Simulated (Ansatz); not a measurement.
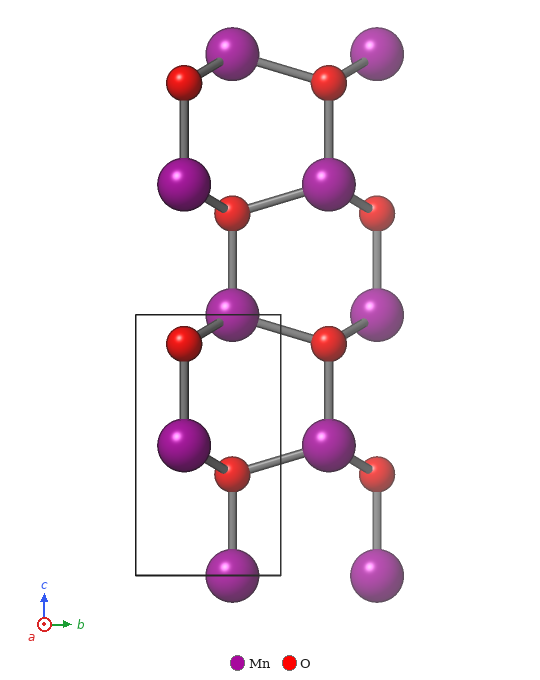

The picture looks along a close-packed row of the hexagonal mesh; c points upwards. Every atom sits on one of the three columns of the mesh; call them A, B, C in the order in which they first turn up. The sequence starts with the first layer at or above the cell's origin.

MnO: the geometry relaxed at fixed volume with DFT PBE+U, scalar-relativistic, plane waves, PAW in Ansatz.

Q: Read off the stacking sequence over one period.

A: Mn(A) – O(A) – Mn(B) – O(B) (four layers in 5.39 Å).

Q: How are the O layers alone stacked?

A: O layers alone: AB, the hexagonal close-packed type.

Q: Which positions between or in the O layers do the other atoms fill?

A: Mn: two tetrahedral sites (per hexagonal cell).

Q: What short polytype symbol fits?

A: Polytype symbol 2H, the symbol of a tetrahedral polytype (number of double layers in the repeat and lattice).
